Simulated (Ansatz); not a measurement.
# MgO: what the fields show

```cif
data_structure
_symmetry_space_group_name_H-M 'P 1'
_symmetry_Int_Tables_number 1
_cell_length_a 5.5231
_cell_length_b 5.5231
_cell_length_c 5.5231
_cell_angle_alpha 90.000
_cell_angle_beta 90.000
_cell_angle_gamma 90.000
_cell_volume 168.48
loop_
_atom_site_label
_atom_site_type_symbol
_atom_site_fract_x
_atom_site_fract_y
_atom_site_fract_z
_atom_site_occupancy
Mg1 Mg 0.25000 0.00000 0.50000 1
Mg2 Mg 0.00000 0.50000 0.25000 1
Mg3 Mg 0.50000 0.75000 0.00000 1
Mg4 Mg 0.75000 0.00000 0.50000 1
Mg5 Mg 0.00000 0.50000 0.75000 1
Mg6 Mg 0.50000 0.25000 0.00000 1
O1 O 0.25000 0.50000 0.00000 1
O2 O 0.50000 0.00000 0.25000 1
O3 O 0.00000 0.75000 0.50000 1
O4 O 0.75000 0.50000 0.00000 1
O5 O 0.50000 0.00000 0.75000 1
O6 O 0.00000 0.25000 0.50000 1
```

Space group Pm-3n; a structure from a database of computed crystals, not necessarily the ambient phase; PAW files of the earlier set (soft_1).

Level of theory: DFT LDA, scalar-relativistic, plane waves, PAW (Ansatz 0.2.0).

In a PAW calculation such maps are meaningful between the atoms, not at the nuclei.

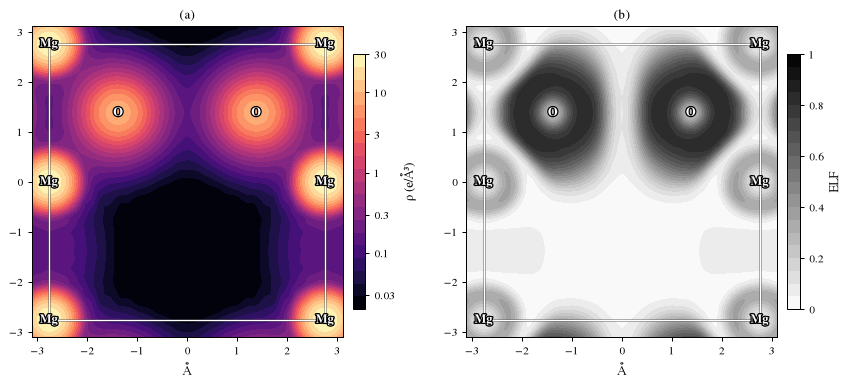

Figure 1. (a) valence pseudo-density; (b) electron localisation function on the (001) plane of the conventional cell.

What do the fields say about this system?

Atoms in the plane: Mg and O. Mg–O (1.95 Å): ρ is about 0.48 e/Å³ halfway; the ELF peaks at about 0.85 in the valence shell of O, 0.7 Å from its nucleus, and is about 0.35 at the midpoint; a closed-shell, largely ionic contact. Between the atoms the lowest density in this plane is 0.003 e/Å³.

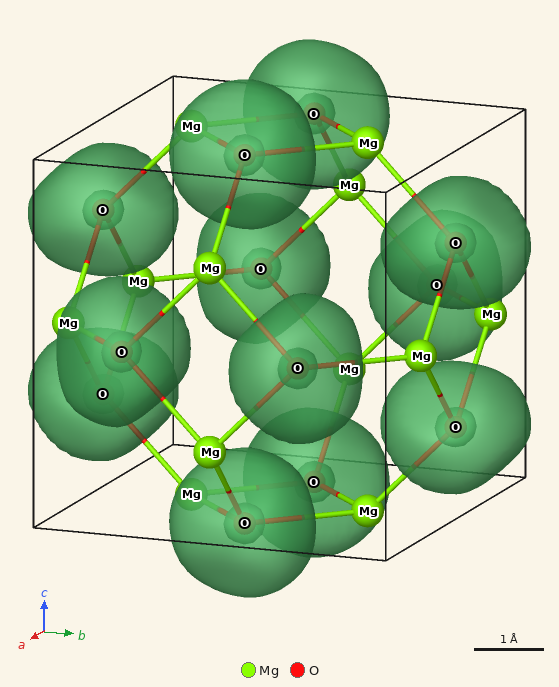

Figure 2. Isosurface of the ELF at 0.6 (green), seen slightly off an axis. Only the valence region is drawn (cores and ρ < 0.01 e/Å³ removed). Sticks mark near contacts.

Describe the localisation domains.

At this value the surface marks out six regions wrapped around O (the valence shell of each), counted in one cell of 12 atoms. Any copies at cell faces, edges or corners count once.

Does the calculation give a band gap?

It is gapped, with a Kohn–Sham gap of 2.9 eV on the k-point mesh, an upper bound to the gap of this method.
